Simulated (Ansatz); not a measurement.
# Zr₂O: what the fields show

Input

```
crystal:
  lattice:
    - [4.9442968303, 0.0, 0.0]
    - [0.0, 4.9442968303, 0.0]
    - [0.0, 0.0, 4.6562795393]
  atoms:
    - { symbol: Zr, position: [0.25, 0.25, 0.75] }
    - { symbol: Zr, position: [0.75, 0.25, 0.25] }
    - { symbol: Zr, position: [0.25, 0.75, 0.25] }
    - { symbol: Zr, position: [0.75, 0.75, 0.75] }
    - { symbol: O, position: [0.0, 0.0, 0.0] }
    - { symbol: O, position: [0.5, 0.5, 0.5] }
basis:
  ecutwfc: 420
kpoints:
  mp_grid: { grid: [10, 10, 10] }
hamiltonian:
  xc: pbesol
scf:
  occupations: { method: gaussian, width: 0.15 }
output:
  forces: true
  stress: true
  eigenvalues: true
  write_density: true
  write_potential: true
  elf: true
  volumetric_format: npy
```

Command:

```sh
ansatz run input.yaml --threads 2 --pin off --max-ram 5120MiB --backend cpu --events-out ev --progress --plain --runs-dir out
```

Below, planes, directions and counts refer to the conventional cell (a = 4.94 Å, b = 4.94 Å, c = 4.66 Å, α = 90.00°, β = 90.00°, γ = 90.00°).

Space group P4₂/nnm; a structure from a database of computed crystals, not necessarily the ambient phase; changed on purpose from its base cell (strain +0.030 along x and y, -0.030 along z, atoms carried along); computed pressure about −4 GPa in this cell.

The calculation used Ansatz 0.2.0, DFT PBEsol, scalar-relativistic, plane waves, PAW.

Core electrons are frozen (PAW), and the valence fields are smoothed inside the atomic spheres.

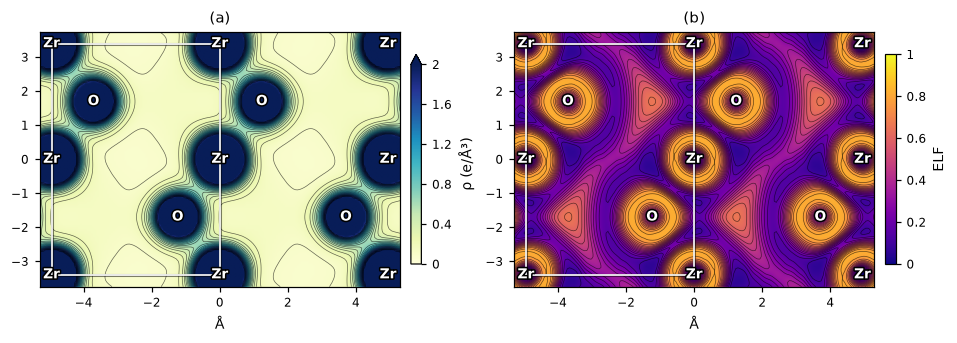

Figure 1. (a) valence charge density (pseudo); (b) ELF on the (011̄) plane of the conventional cell.

Read the bonding off the picture.

- The section cuts through Zr and O sites.
- Zr–O (2.10 Å): the density is about 0.67 e/Å³ at the midpoint; the ELF peaks at about 0.80 in the valence shell of O, 0.6 Å from its nucleus, and drops to about 0.20 between the two atoms; no shared electron pair shows on this line.
- Between the atoms the lowest density in this plane is 0.07 e/Å³.
- The features right at Zr lie inside the PAW spheres, where the map follows smoothed inner orbitals and isn't to be read closely.

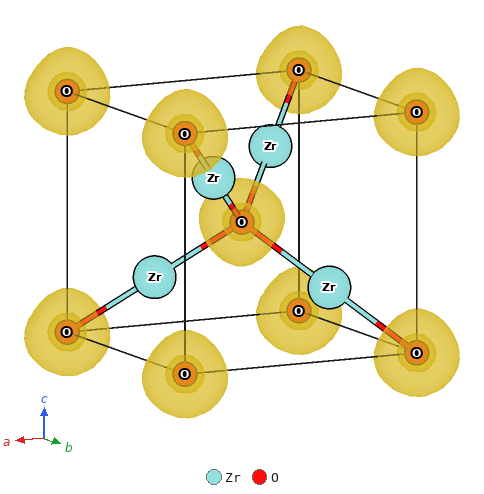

Figure 2. Isosurface of the ELF at 0.7 (yellow), seen at an oblique angle. Core shells and regions of very low density are left out. Sticks mark near contacts.

Where are the electrons localised?

The ELF exceeds this value in two regions wrapped around O (the valence shell of each), counted in one cell of 6 atoms. Any copies at cell faces, edges or corners count once.

Metal or insulator at this level of theory?

It is gapless in this calculation (a metal or semimetal).
